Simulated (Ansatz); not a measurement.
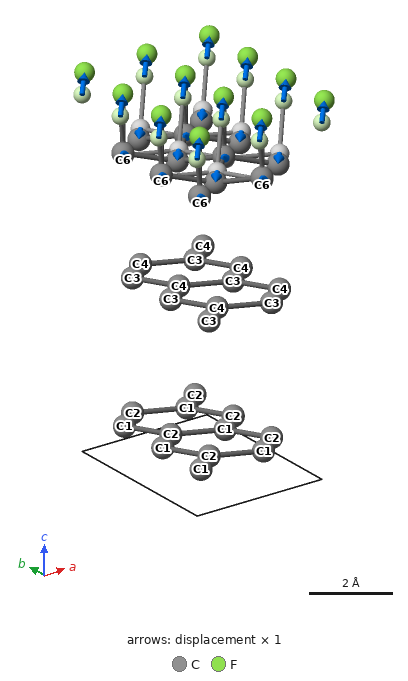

This is a constrained relaxation of a slab of composition C₆F (cut from the C2/m phase). The starting structure is drawn faded, the final one solid; blue arrows show the displacements, at their true length.

Style: ball-and-stick. Shown: the 2 × 3 repeat of the cell, outlined in the plane, without the vacuum, slightly off an axis.

Case: F put at a bridge C-C site. The slab is the (0 0 1) face of C with F on it. 2 atoms are held fixed.

Method: DFT PBE+D3(BJ), scalar-relativistic, plane waves, PAW (Ansatz 0.2.0). Settings: plane-wave cutoff 420 eV; k-point mesh 12 × 12 × 1; occupations gaussian; smearing width 0.05 eV; collinear spin; dipole correction; atoms relaxed in a fixed cell; force threshold 0.03 eV/Å; at most 70 steps.

> What did the optimiser do to the structure, and how much energy did it gain?

The largest move is that of the F atom, 0.63 Å at 44° to the normal (+c side). Largest moves by element: F 0.63 Å, C 0.34 Å. The cell stays as it was. Among the contacts that change: C–F 1.345 → 2.289 Å, C–F 1.344 → 1.473 Å, C–C 1.423 → 1.460 Å. Bonds break: C–F (1.34 → 2.29 Å). Among the angles between lasting bonds that change: C–C–F 58.1° → 102.6°, C–C–C 120.0° → 115.2°, C–C–F 105.4° → 102.9°. Over 13 geometry steps the energy falls by 4.816 eV per cell of the calculation. The largest force component goes from 20 to 0.0098 eV/Å. The forces were under the threshold at step 10, but the run went on from there. The program noted that the starting moments weren't kept. The run may lie on a higher electronic state than the lowest, so the end point isn't shown to be the ground-state structure.

Limits of the set-up: the periodic images lie only 2.5 Å apart, so the values are limited by the cell's size.
